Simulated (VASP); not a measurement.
**Two runs on GeSi**

System: GeSi (4 atoms in the cell).
Method of the first run: DFT, plane waves, PAW, settings varied from a r2SCAN run (VASP 6.6.1).

The structure was built on a prototype by a generator. The geometry comes from this level: r2SCAN (a point of a series of strains). 

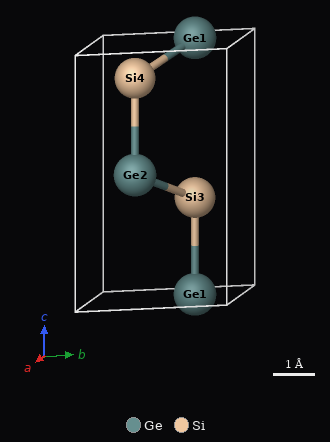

**Figure 1.** The input geometry (ball-and-stick view of the cell of the calculation, seen slightly off an axis; atoms are numbered from 1 in the order of the input).

## INCAR, the first run
```
ENCUT = 520.000000
SIGMA = 0.020000
EDIFF = 1.00e-07
ALGO = Normal
PREC = Accurate
IBRION = -1
ISIF = 2
ISMEAR = -1
NBANDS = 26
NELM = 120
NSW = 0
LASPH = .TRUE.
LCHARG = .FALSE.
LWAVE = .FALSE.
LREAL = .FALSE.
METAGGA = RTPSS
```

## KPOINTS, the first run
```
KPOINTS created by Atomic Simulation Environment
0
Gamma
12 12 4
0 0 0
```

## POSCAR, the first run
```
Ge Si
 1.0000000000000000
     4.0271462186219162    0.0000000000000000    0.0000000000000000
    -2.0135731093109581    3.4876109300810203    0.0000000000000000
     0.0000000000000000    0.0000000000000000    6.4478110315999997
 Ge  Si
   2   2
Cartesian
 -0.0000000000000001  2.3250739533873466 -0.0082735294406039
  2.0135731093109577  1.1625369766936733  3.2156319863593952
 -0.0000000000000001  2.3250739533873466  2.4262026662906031
  2.0135731093109577  1.1625369766936733  5.6501081820906025
```

Launched with:
```bash
mpirun -np 1 vasp_std
```

Hardware: 1 CPU thread, shared host.

## OSZICAR and lines of OUTCAR (the first run)
```
N       E                     dE             d eps       ncg     rms          rms(c)
DAV:   1     0.274800456547E+03    0.27480E+03   -0.17981E+04  3426   0.292E+03
DAV:   2     0.297295858412E+02   -0.24507E+03   -0.23612E+03  2988   0.645E+02
DAV:   3    -0.152941040496E+02   -0.45024E+02   -0.44381E+02  3724   0.174E+02
DAV:   4    -0.172349261642E+02   -0.19408E+01   -0.19371E+01  3540   0.408E+01
DAV:   5    -0.172741985199E+02   -0.39272E-01   -0.39261E-01  3806   0.665E+00    0.888E+00
DAV:   6    -0.102425426262E+02    0.70317E+01   -0.16422E+01  3450   0.449E+01    0.500E+00
DAV:   7    -0.102086548260E+02    0.33888E-01   -0.37712E-01  3662   0.559E+00    0.194E+00
DAV:   8    -0.102137351309E+02   -0.50803E-02   -0.43460E-02  3244   0.118E+00    0.283E-01
DAV:   9    -0.102150195531E+02   -0.12844E-02   -0.38790E-03  3576   0.334E-01    0.157E-01
DAV:  10    -0.102156896874E+02   -0.67013E-03   -0.12574E-03  3268   0.189E-01    0.899E-02
DAV:  11    -0.102159913587E+02   -0.30167E-03   -0.42922E-04  3282   0.148E-01    0.142E-02
DAV:  12    -0.102160293303E+02   -0.37972E-04   -0.55956E-05  3612   0.526E-02    0.113E-02
DAV:  13    -0.102160411479E+02   -0.11818E-04   -0.13744E-05  3242   0.384E-02    0.252E-03
DAV:  14    -0.102160424951E+02   -0.13471E-05   -0.30018E-06  3468   0.141E-02    0.127E-03
DAV:  15    -0.102160414655E+02    0.10295E-05   -0.26624E-07  3108   0.434E-03    0.229E-04
DAV:  16    -0.102160414327E+02    0.32829E-07   -0.19279E-08  1836   0.135E-03
   1 F= -.10216041E+02 E0= -.10215982E+02  d E =-.119118E-03
[... from OUTCAR:]
   NELECT =      36.0000    total number of electrons
 E-fermi :   4.9435
  free  energy   TOTEN  =       -10.2160414327 eV
  energy  without entropy=      -10.2159223149  energy(sigma->0) =      -10.21598187
```

The second run used a changed input.

## The two runs side by side

```csv
quantity,the first run,the second run
outcome,converged,converged
free energy per atom (eV),−2.5540,−11.2668
gap on the mesh (eV),0.03,0.26
pressure (GPa),−6.45,−4.45
largest force (eV/Å),0.022,0.004
SCF iterations,16,14
irreducible k-points,57,57
```

Which change of the input explains these differences?

The change (lines with − go, lines with + come):
```diff
+METAGGA = R2SCAN
-METAGGA = RTPSS
+BMIX = 0.5
```

The total energies belong to different methods, so their difference says nothing on which is more stable or more accurate. The gap on the mesh goes from 0.03 to 0.26 eV. The pressure goes from −6.45 to −4.45 GPa. The functional changes from RTPSS to R2SCAN. The SCF takes 14 iterations against 16.

## OSZICAR and lines of OUTCAR (the second run)
```
N       E                     dE             d eps       ncg     rms          rms(c)
DAV:   1     0.243305520255E+03    0.24331E+03   -0.18238E+04  3472   0.297E+03
DAV:   2    -0.472306387632E+01   -0.24803E+03   -0.23887E+03  3004   0.649E+02
DAV:   3    -0.471731606454E+02   -0.42450E+02   -0.41944E+02  3666   0.158E+02
DAV:   4    -0.489150963329E+02   -0.17419E+01   -0.17387E+01  3482   0.353E+01
DAV:   5    -0.489518616700E+02   -0.36765E-01   -0.36757E-01  3660   0.579E+00    0.621E+00
DAV:   6    -0.450725366824E+02    0.38793E+01   -0.42191E-01  3346   0.823E+00    0.393E+00
DAV:   7    -0.450706289488E+02    0.19077E-02   -0.19623E-01  3622   0.376E+00    0.542E-01
DAV:   8    -0.450678397149E+02    0.27892E-02   -0.12725E-02  3800   0.148E+00    0.339E-01
DAV:   9    -0.450671624650E+02    0.67725E-03   -0.50277E-03  3754   0.998E-01    0.701E-02
DAV:  10    -0.450670444260E+02    0.11804E-03   -0.52298E-04  3780   0.334E-01    0.402E-02
DAV:  11    -0.450670431827E+02    0.12434E-05   -0.34627E-05  4024   0.547E-02    0.962E-03
DAV:  12    -0.450670409905E+02    0.21922E-05   -0.40132E-06  3662   0.183E-02    0.713E-03
DAV:  13    -0.450670394386E+02    0.15520E-05   -0.99456E-07  3982   0.144E-02    0.165E-03
DAV:  14    -0.450670394706E+02   -0.32017E-07   -0.12075E-07  1802   0.499E-03
   1 F= -.45067039E+02 E0= -.45067038E+02  d E =-.212904E-05
[... from OUTCAR:]
   NELECT =      36.0000    total number of electrons
 E-fermi :   4.9497
  free  energy   TOTEN  =       -45.0670394706 eV
  energy  without entropy=      -45.0670373415  energy(sigma->0) =      -45.06703841
```
